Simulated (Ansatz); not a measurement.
## Electronic structure of Mg in real space

Input

```
crystal:
  lattice:
    - [-1.4706008161, 1.4706008161, 1.4706008161]
    - [1.4706008161, -1.4706008161, 1.4706008161]
    - [1.4706008161, 1.4706008161, -1.4706008161]
  atoms:
    - { symbol: Mg, position: [0.0, 0.0, 0.0] }
basis:
  ecutwfc: 420
kpoints:
  mp_grid: { grid: [20, 20, 20] }
hamiltonian:
  xc: lda
scf:
  occupations: { method: fermi_dirac, width: 0.1 }
output:
  forces: true
  stress: true
  eigenvalues: true
  write_density: true
  write_potential: true
  elf: true
  volumetric_format: npy
relax:
  adjacent_minimum: "off"
  f_tol: 0.002
  max_steps: 60
  cell: { stress_tol: 0.029, p_target: 58.0 }
```

Run with:

```sh
ansatz run input.yaml --threads 1 --pin off --max-ram 2560MiB --backend cpu --events-out ev --progress --plain --runs-dir out
```

Below, planes, directions and counts refer to the conventional cell (a = 2.94 Å, b = 2.94 Å, c = 2.94 Å, α = 90.00°, β = 90.00°, γ = 90.00°).

The fields are those of the run's last geometry, not of the input's.

Space group Im-3m; computed pressure about 58 GPa in this cell.

These are results of DFT LDA, scalar-relativistic, plane waves, PAW in Ansatz, not measurements.

In a PAW calculation such maps are meaningful between the atoms, not at the nuclei.

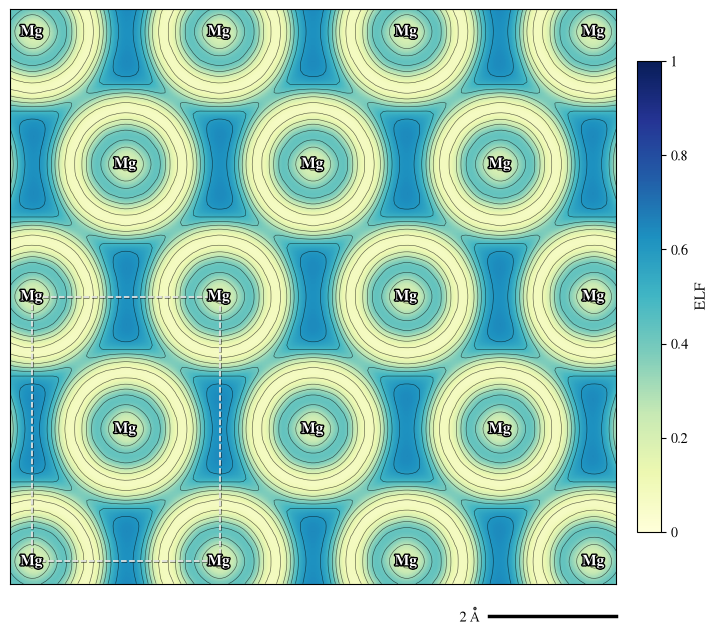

Figure 1. ELF on the (101) plane of the conventional cell.

Q: Describe what can be read from this map.

A:
- The plane passes through Mg nuclei.
- Mg–Mg (2.55 Å): the ELF is about 0.40 at the midpoint.

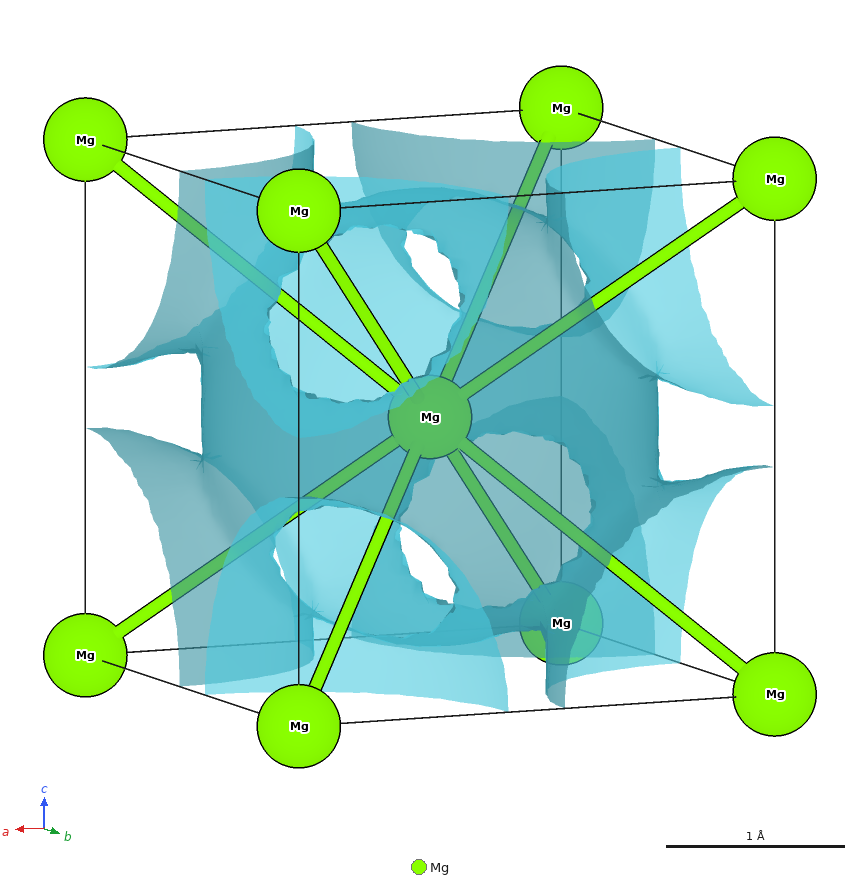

Figure 2. Isosurface of the electron localisation function at 0.55 (cyan), seen at an oblique angle. Only the valence region is drawn (cores and ρ < 0.01 e/Å³ removed). Sticks mark near contacts.

Q: Identify the bonds, lone pairs and shells in this picture.

A: The ELF exceeds this value in one network that runs through the whole crystal, counted in one cell of 2 atoms. Any copies at cell faces, edges or corners count once. There are no localised bonds or lone pairs at this value.

Q: Does the calculation give a band gap?

A: It is metallic or semimetallic at this level of theory: no gap opens.
